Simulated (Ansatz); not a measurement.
**Geometry relaxation of Zr$_{4}$O (part 2 of 3)**

Zr$_{4}$O (15 atoms in the cell); DFT r2SCAN, scalar-relativistic, plane waves, PAW, no spin polarisation (Ansatz 0.2.0); cutoff 500 eV, 6×6×6 k-mesh, Gaussian smearing of 0.1 eV. The structure derives from a Materials Project entry. It belongs to a series of runs on one base structure; here: volume × 1.10, shape and atoms relaxed.

Geometry of the input (Å; fractional positions):
```
2.9182  1.6848  10.7023
-2.9182  1.6848  10.7023
0.0000  -3.3696  10.7023
Zr 0.6204  0.9656  0.2904
Zr 0.1237  0.4714  0.7815
Zr 0.9656  0.2904  0.6204
Zr 0.4714  0.7815  0.1237
Zr 0.2904  0.6204  0.9656
Zr 0.7815  0.1237  0.4714
Zr 0.0344  0.7096  0.3796
Zr 0.5286  0.2185  0.8763
Zr 0.3796  0.0344  0.7096
Zr 0.8763  0.5286  0.2185
Zr 0.7096  0.3796  0.0344
Zr 0.2185  0.8763  0.5286
O  0.5000  0.5000  0.5000
O  0.2497  0.2497  0.2497
O  0.7503  0.7503  0.7503
```

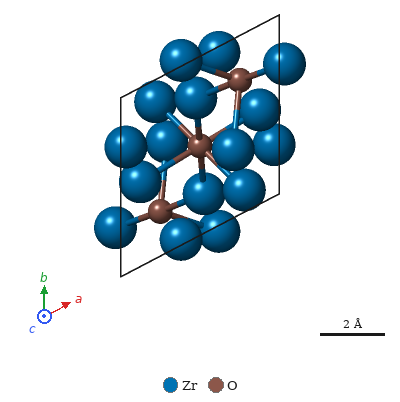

Figure 1. The geometry at step 5 of the log (ball-and-stick view of the reduced cell, along the c axis).

### Output, continued
```
SCF iter   1: F=—  HF=-52054.881305 eV  |F-HF|=—  |Δ(HF+E_count)|=         —  Δρ=5.47e-3  dr2=5.75e-1  dr2_τ=1.61e0  ethr=3.75e-4  ⟨swp⟩=1.1  Hψ=18262  notcnv=0
preconditioner: auto → Kerker (q_TF=auto, 2.441 Å⁻¹)  [metal: Δε(μ)=0.014 eV  Ē_g=4.325 eV  σ=0.100 eV  W_gap=0.08  n_scr=68 (ndim 8)  ℏωp=16.2 eV  f_vac=0.000  D(μ)=5.30/eV (n_scr^D=28)]
SCF iter   2: F=—  HF=-52055.709385 eV  |F-HF|=—  |Δ(HF+E_count)|=   8.28e-1  Δρ=2.83e-3  dr2=1.01e-1  dr2_τ=1.89e-3  ethr=3.55e-4  ⟨swp⟩=2.3  Hψ=6765  notcnv=0
SCF iter   3: F=—  HF=-52055.699233 eV  |F-HF|=—  |Δ(HF+E_count)|=   1.02e-2  Δρ=1.08e-3  dr2=2.09e-2  dr2_τ=5.35e-4  ethr=6.24e-5  ⟨swp⟩=2.0  Hψ=4390  notcnv=0
SCF iter   4: F=—  HF=-52055.696755 eV  |F-HF|=—  |Δ(HF+E_count)|=   2.48e-3  Δρ=4.79e-4  dr2=9.64e-4  dr2_τ=8.55e-5  ethr=1.29e-5  ⟨swp⟩=2.0  Hψ=4862  notcnv=0
SCF iter   5: F=—  HF=-52055.696657 eV  |F-HF|=—  |Δ(HF+E_count)|=   9.86e-5  Δρ=2.39e-4  dr2=1.80e-4  dr2_τ=1.90e-5  ethr=5.95e-7  ⟨swp⟩=2.0  Hψ=4923  notcnv=0
SCF iter   6: F=—  HF=-52055.696661 eV  |F-HF|=—  |Δ(HF+E_count)|=   4.09e-6  Δρ=4.82e-5  dr2=1.34e-5  dr2_τ=6.26e-7  ethr=1.11e-7  ⟨swp⟩=2.0  Hψ=5243  notcnv=0
SCF iter   7: F=—  HF=-52055.696362 eV  |F-HF|=—  |Δ(HF+E_count)|=   2.99e-4  Δρ=1.38e-5  dr2=1.41e-6  dr2_τ=7.86e-8  ethr=8.26e-9  ⟨swp⟩=2.1  Hψ=5299  notcnv=0
SCF iter   8: F=—  HF=-52055.696362 eV  |F-HF|=—  |Δ(HF+E_count)|=   6.20e-8  Δρ=3.84e-6  dr2=7.27e-8  dr2_τ=4.18e-9  ethr=8.70e-10  ⟨swp⟩=2.2  Hψ=5602  notcnv=0
SCF iter   9: F=—  HF=-52055.696362 eV  |F-HF|=—  |Δ(HF+E_count)|=   1.74e-8  Δρ=2.69e-6  dr2=2.02e-8  dr2_τ=2.55e-9  ethr=4.49e-11  ⟨swp⟩=2.0  Hψ=5420  notcnv=0
SCF iter  10: F=—  HF=-52055.696362 eV  |F-HF|=—  |Δ(HF+E_count)|=  7.35e-10  Δρ=1.24e-6  dr2=4.51e-9  dr2_τ=5.48e-10  ethr=1.25e-11  ⟨swp⟩=2.0  Hψ=5209  notcnv=0
SCF iter  11: F=-52055.696362 eV  HF=-52055.696362 eV  |F-HF|=5.82e-11  |Δ(HF+E_count)|=  1.96e-10  Δρ=2.57e-7  dr2=2.72e-10  dr2_τ=1.03e-11  ethr=1.00e-12  ⟨swp⟩=6.9  Hψ=21345  notcnv=0
SCF 3 converged in 11 iterations: F = -52055.696362 eV  dr2 = 2.72e-10
relax step   3: F+E_penalty+E_count = -52055.69636232 eV  Δ(F+E_penalty+E_count) = -7.467e-3 eV  max|allowed force component| = 1.993e-2 eV/Å  Δτ_max = 0.0134 Å  P = -10.119 GPa  Ω = 315.710 Å³  energy of the carried Pulay correction = +5.904e-15 eV  fix = [volume]  reactions: volume -10.119 GPa  (11 SCF iters, accepted)
Basis set: ecut = 500 eV, 8073 PW (Γ), FFT grids on a1−a2, a2, −a2+a3, exchange–correlation on 180×360×180 points (64 copies of the dense FFT grid, shifted against one another)
iter 1 solved again at ethr=8.46e-6 eV; its pass at ethr=3.10e-3 eV (dr2=1.37e-2 eV) is discarded
SCF iter   1: F=—  HF=-52055.671433 eV  |F-HF|=—  |Δ(HF+E_count)|=         —  Δρ=1.03e-3  dr2=1.34e-2  dr2_τ=4.94e-2  ethr=8.46e-6  ⟨swp⟩=2.1  Hψ=14674  notcnv=0
preconditioner: auto → Kerker (q_TF=auto, 2.441 Å⁻¹)  [metal: Δε(μ)=0.019 eV  Ē_g=4.327 eV  σ=0.100 eV  W_gap=0.11  n_scr=68 (ndim 8)  ℏωp=16.2 eV  f_vac=0.000  D(μ)=5.28/eV (n_scr^D=28)]
SCF iter   2: F=—  HF=-52055.696453 eV  |F-HF|=—  |Δ(HF+E_count)|=   2.50e-2  Δρ=4.84e-4  dr2=1.96e-3  dr2_τ=5.17e-5  ethr=8.25e-6  ⟨swp⟩=2.0  Hψ=6404  notcnv=0
SCF iter   3: F=—  HF=-52055.696338 eV  |F-HF|=—  |Δ(HF+E_count)|=   1.15e-4  Δρ=1.60e-4  dr2=3.12e-4  dr2_τ=7.74e-6  ethr=1.21e-6  ⟨swp⟩=1.5  Hψ=3940  notcnv=0
SCF iter   4: F=—  HF=-52055.696309 eV  |F-HF|=—  |Δ(HF+E_count)|=   2.83e-5  Δρ=6.04e-5  dr2=1.46e-5  dr2_τ=1.33e-6  ethr=1.93e-7  ⟨swp⟩=2.0  Hψ=5113  notcnv=0
SCF iter   5: F=—  HF=-52055.696015 eV  |F-HF|=—  |Δ(HF+E_count)|=   2.95e-4  Δρ=3.76e-5  dr2=4.04e-6  dr2_τ=6.15e-7  ethr=9.01e-9  ⟨swp⟩=2.0  Hψ=5235  notcnv=0
SCF iter   6: F=—  HF=-52055.696014 eV  |F-HF|=—  |Δ(HF+E_count)|=   4.07e-7  Δρ=6.81e-6  dr2=1.85e-7  dr2_τ=8.37e-9  ethr=2.49e-9  ⟨swp⟩=2.0  Hψ=4968  notcnv=0
SCF iter   7: F=-52055.696014 eV  HF=-52055.696014 eV  |F-HF|=1.03e-8  |Δ(HF+E_count)|=   6.34e-8  Δρ=1.95e-6  dr2=2.57e-8  dr2_τ=1.04e-9  ethr=3.29e-11  ⟨swp⟩=9.9  Hψ=23871  notcnv=0
SCF 4 converged in 7 iterations: F = -52055.696014 eV  dr2 = 2.57e-8
relax step   4: F+E_penalty+E_count = -52055.69601433 eV  Δ(F+E_penalty+E_count) = +3.480e-4 eV  max|allowed force component| = 3.438e-2 eV/Å  Δτ_max = 0.0090 Å  P = -10.111 GPa  Ω = 315.710 Å³  energy of the carried Pulay correction = +5.623e-17 eV  fix = [volume]  (7 SCF iters, dr2 threshold 5.33e-8 eV, rejected (line search))
iter 1 solved again at ethr=3.60e-6 eV; its pass at ethr=3.10e-3 eV (dr2=5.84e-3 eV) is discarded
SCF iter   1: F=—  HF=-52055.687206 eV  |F-HF|=—  |Δ(HF+E_count)|=         —  Δρ=6.29e-4  dr2=5.65e-3  dr2_τ=1.98e-2  ethr=3.60e-6  ⟨swp⟩=1.9  Hψ=14064  notcnv=0
preconditioner: auto → Kerker (q_TF=auto, 2.441 Å⁻¹)  [metal: Δε(μ)=0.012 eV  Ē_g=4.327 eV  σ=0.100 eV  W_gap=0.07  n_scr=68 (ndim 8)  ℏωp=16.2 eV  f_vac=0.000  D(μ)=5.26/eV (n_scr^D=28)]
SCF iter   2: F=—  HF=-52055.697487 eV  |F-HF|=—  |Δ(HF+E_count)|=   1.03e-2  Δρ=2.98e-4  dr2=8.29e-4  dr2_τ=2.04e-5  ethr=3.49e-6  ⟨swp⟩=2.2  Hψ=6667  notcnv=0
SCF iter   3: F=—  HF=-52055.697444 eV  |F-HF|=—  |Δ(HF+E_count)|=   4.34e-5  Δρ=9.96e-5  dr2=1.30e-4  dr2_τ=3.01e-6  ethr=5.12e-7  ⟨swp⟩=1.0  Hψ=3920  notcnv=0
SCF iter   4: F=—  HF=-52055.697430 eV  |F-HF|=—  |Δ(HF+E_count)|=   1.38e-5  Δρ=3.59e-5  dr2=5.21e-6  dr2_τ=4.62e-7  ethr=8.01e-8  ⟨swp⟩=2.0  Hψ=5112  notcnv=0
SCF iter   5: F=—  HF=-52055.697139 eV  |F-HF|=—  |Δ(HF+E_count)|=   2.91e-4  Δρ=2.24e-5  dr2=1.47e-6  dr2_τ=2.16e-7  ethr=3.21e-9  ⟨swp⟩=2.0  Hψ=5236  notcnv=0
SCF iter   6: F=—  HF=-52055.697139 eV  |F-HF|=—  |Δ(HF+E_count)|=   1.64e-7  Δρ=4.21e-6  dr2=7.94e-8  dr2_τ=3.53e-9  ethr=9.10e-10  ⟨swp⟩=2.0  Hψ=4958  notcnv=0
SCF iter   7: F=—  HF=-52055.697139 eV  |F-HF|=—  |Δ(HF+E_count)|=   2.01e-8  Δρ=1.14e-6  dr2=9.48e-9  dr2_τ=2.94e-10  ethr=4.90e-11  ⟨swp⟩=2.9  Hψ=7434  notcnv=0
SCF iter   8: F=—  HF=-52055.697139 eV  |F-HF|=—  |Δ(HF+E_count)|=   1.35e-9  Δρ=5.10e-7  dr2=6.13e-10  dr2_τ=7.61e-11  ethr=5.85e-12  ⟨swp⟩=2.0  Hψ=5124  notcnv=0
SCF iter   9: F=-52055.697139 eV  HF=-52055.697139 eV  |F-HF|=2.47e-10  |Δ(HF+E_count)|=  2.26e-10  Δρ=3.43e-7  dr2=3.44e-10  dr2_τ=4.21e-11  ethr=1.00e-12  ⟨swp⟩=6.2  Hψ=18435  notcnv=0
SCF 5 converged in 9 iterations: F = -52055.697139 eV  dr2 = 3.44e-10
relax step   5: F+E_penalty+E_count = -52055.69713862 eV  Δ(F+E_penalty+E_count) = -7.763e-4 eV  max|allowed force component| = 4.200e-3 eV/Å  Δτ_max = 0.0038 Å  P = -10.131 GPa  Ω = 315.710 Å³  energy of the carried Pulay correction = +2.812e-16 eV  fix = [volume]  reactions: volume -10.131 GPa  (9 SCF iters, accepted)
Initial wavefunctions: pseudopotential atomic-orbital guess (no wavefunctions were taken with the density)
iter 1 solved again at ethr=9.08e-7 eV; its pass at ethr=3.10e-3 eV (dr2=1.47e-3 eV) is discarded
SCF iter   1: F=—  HF=-52055.697412 eV  |F-HF|=—  |Δ(HF+E_count)|=         —  Δρ=1.27e-6  dr2=8.09e-10  dr2_τ=4.70e-9  ethr=9.08e-7  ⟨swp⟩=3.2  Hψ=26136  notcnv=0
eigensolver tolerance schedule: the retry pair's looser diagonalisation over-reported the residual by 1817952.30 of it (diagonalisation noise at an unbounded share of the residual, at the tolerance the schedule requests for it); recorded, not acted on — ethr = c·dr2/N_el stays at c = 1.0e-1
preconditioner: auto → Kerker (q_TF=auto, 2.441 Å⁻¹)  [metal: Δε(μ)=0.012 eV  Ē_g=4.326 eV  σ=0.100 eV  W_gap=0.07  n_scr=68 (ndim 8)  ℏωp=16.2 eV  f_vac=0.000  D(μ)=5.27/eV (n_scr^D=28)]
SCF iter   2: F=—  HF=-52055.697124 eV  |F-HF|=—  |Δ(HF+E_count)|=   2.88e-4  Δρ=6.95e-7  dr2=3.09e-10  dr2_τ=3.12e-10  ethr=1.00e-12  ⟨swp⟩=8.8  Hψ=27604  notcnv=0
SCF iter   3: F=-52055.697124 eV  HF=-52055.697124 eV  |F-HF|=5.82e-11  |Δ(HF+E_count)|=  3.20e-10  Δρ=2.65e-7  dr2=5.17e-11  dr2_τ=3.62e-11  ethr=1.00e-12  ⟨swp⟩=4.8  Hψ=18237  notcnv=0
SCF 6 converged in 3 iterations: F = -52055.697124 eV  dr2 = 5.17e-11
  greatest PAW one-centre occupation: 0.989 electrons in one spin orbital (limit 2), on the Zr atom at site 8 (counted from 0), in its partial waves of l = 0
relax step   6: F+E_penalty+E_count = -52055.69712386 eV  Δ(F+E_penalty+E_count) = +1.475e-5 eV  max|allowed force component| = 4.199e-3 eV/Å  Δτ_max = 0.0000 Å  P = -10.130 GPa  Ω = 315.710 Å³  fix = [volume]  reactions: volume -10.130 GPa  stress off target by 1.29e-2 GPa on what of the cell is left free  SCF on the basis re-selected at this cell (its energy is not comparable with the rows above)  (3 SCF iters)
basis re-selected at this cell: Δ(F+E_penalty+E_count) = +1.475e-5 eV, ΔP = +0.000 GPa vs the last step (what re-selecting the basis moved, of the pressure what is left beyond the Pulay correction that the steps carried, after the strain that the cell walked since its last selection, with what the two solves' SCF thresholds leave and, on support functions, any second-order correction that the steps lacked; it is no measure of the basis error at this ecutwfc). This SCF's stress stands 1.29e-2 GPa from its target on what of the cell is left free (relax.cell.stress_tol is 1.00e-1 GPa) and its largest allowed force component is 4.20e-3 eV/Å (relax.f_tol is 1.00e-2 eV/Å): within both
SCF converged after 3 iterations
Free energy (F): -52055.697124 eV
Harris-Foulkes:  -52055.697124 eV  (|F-HF|=5.82e-11)
Internal energy: -52055.670786 eV  (E = F + TS)
E sigma→0 (E₀):  -52055.683955 eV
Entropy (-TS):   -0.026338 eV (-1.756 meV/atom)
Fermi energy:    13.026525 eV
--- Per-component energies (eV) ---
  E_band       = -1455.147432
  E_kinetic    = 4480.676412
  E_local      = -9249.641738  (includes V_loc(G=0)·N_el)
  E_nonlocal   = 1090.593870
  E_hartree    = 2980.464680
  E_xc         = -2075.637794
  E_vxc        = -2828.619239  (∫ρ·V_xc dr)
  E_paw        = -36127.115843  (= ΣΔE_a)
  E_vpaw       = -1076.316364  (= ΣTr[D̂ρ^β])
  E_aug_tail   = 0.003173  (compensation charges beyond the density's cutoff)
  E_vtau       = 167.227143  (kinetic-family band-sum trace: ∫τ·v_τ [+ j·A + Jᵃ·Aᵃ] dr)
  E_ewald      = -13152.940824
  E_core_change = -2.072723  (= ΣΔE_core)
  E_smearing   = -0.026338  (= −TS)
  E_closure    = 0.000000  (closes the sum)
  Σ components = -52055.697124   (vs F -52055.697124, Δ=0.00e0)
--- Forces (eV/Å), atoms counted from 1 ---
  atom   1  Zr     0.00039126    -0.00004657    -0.00048929
  atom   2  Zr     0.00120503     0.00127850    -0.00166566
  atom   3  Zr    -0.00023597    -0.00031556    -0.00048929
  atom   4  Zr     0.00050469    -0.00168283    -0.00166566
  atom   5  Zr    -0.00015530     0.00036213    -0.00048929
  atom   6  Zr    -0.00170972     0.00040434    -0.00166566
  atom   7  Zr     0.00023597     0.00031556     0.00048929
  atom   8  Zr    -0.00050469     0.00168283     0.00166566
  atom   9  Zr    -0.00039126     0.00004657     0.00048929
  atom  10  Zr    -0.00120503    -0.00127850     0.00166566
  atom  11  Zr     0.00015530    -0.00036213     0.00048929
  atom  12  Zr     0.00170972    -0.00040434     0.00166566
  atom  13  O      0.00000000     0.00000000    -0.00000000
  atom  14  O      0.00000000     0.00000000     0.00419857
  atom  15  O      0.00000000     0.00000000    -0.00419857
  max |Σ_I F_I| component: 6.07e-18 eV/Å
--- Stress (GPa, compression-positive) ---
      -10.123853       0.000000       0.000000
       -0.000000     -10.123853       0.000000
        0.000000      -0.000000     -10.143274
  P = ⅓ Tr σ = -10.1303 GPa (-101.303 kbar)
--- Band table (eV; the first three rows and the last of 40) ---
  k-point 0: bands = ["-37.9415", "-37.8821", "-37.8421", "-37.8421", "-37.8375", "-37.8375", "-37.8347", "-37.7810", "-37.7522", "-37.7522", "-37.7507", "-37.7507", "-15.9404", "-15.6430", "-15.5037", "-15.5037", "-15.4735", "-15.3690", "-15.3690", "-15.3480", "-15.3212", "-15.3212", "-15.2910", "-15.2899", "-15.2899", "-15.2420", "-15.2294", "-15.1993", "-15.1531", "-15.1176", "-15.1176", "-15.1156", "-15.0758", "-15.0758", "-15.0610", "-15.0010", "-15.0010", "-14.9630", "-14.9630", "-14.9488", "-14.9488", "-14.9096", "-14.9096", "-14.8683", "-14.8683", "-14.8451", "-14.8139", "-14.8139", "-8.5205", "-8.2027", "-7.9770", "5.8109", "5.8109", "5.8667", "6.1197", "6.2915", "6.2915", "6.5008", "6.6959", "6.6959", "7.9383", "9.6764", "9.8482", "11.0773", "11.5080", "11.5222", "11.6171", "11.6171", "11.6458", "11.6458", "11.7752", "11.8383", "11.8429", "11.8429", "12.0440", "12.4341", "12.4341", "12.6960", "12.6960", "12.8688", "13.0296", "13.2619", "13.2757", "13.2757", "13.4368", "13.4368", "13.4398", "13.4398", "13.7932", "14.1495", "14.1495", "14.3574", "14.3574", "14.8122", "14.9429", "14.9429", "14.9885", "15.3067"]
  k-point 1: bands = ["-37.9348", "-37.8784", "-37.8500", "-37.8473", "-37.8370", "-37.8357", "-37.8290", "-37.7780", "-37.7597", "-37.7578", "-37.7487", "-37.7481", "-15.9248", "-15.6577", "-15.5692", "-15.5145", "-15.4205", "-15.3970", "-15.3853", "-15.3488", "-15.3449", "-15.3322", "-15.2786", "-15.2672", "-15.2245", "-15.2092", "-15.2011", "-15.1911", "-15.1604", "-15.1189", "-15.1095", "-15.0918", "-15.0646", "-15.0617", "-15.0328", "-15.0062", "-14.9979", "-14.9726", "-14.9678", "-14.9606", "-14.9497", "-14.9300", "-14.9159", "-14.8980", "-14.8803", "-14.8546", "-14.8474", "-14.8210", "-8.4860", "-8.2021", "-8.0076", "5.7871", "5.8273", "5.9086", "6.1788", "6.2565", "6.2705", "6.5165", "6.6356", "6.6774", "8.2244", "9.7433", "10.0485", "11.0408", "11.1679", "11.2573", "11.3682", "11.4002", "11.5008", "11.6310", "11.7698", "11.7930", "11.8451", "11.9911", "12.2349", "12.3279", "12.3888", "12.6467", "12.7486", "12.8174", "12.9895", "13.0410", "13.0946", "13.3569", "13.4294", "13.5014", "13.5700", "13.6072", "14.0162", "14.1420", "14.2291", "14.3147", "14.5299", "14.6867", "14.8074", "14.9283", "14.9875", "15.2461"]
```
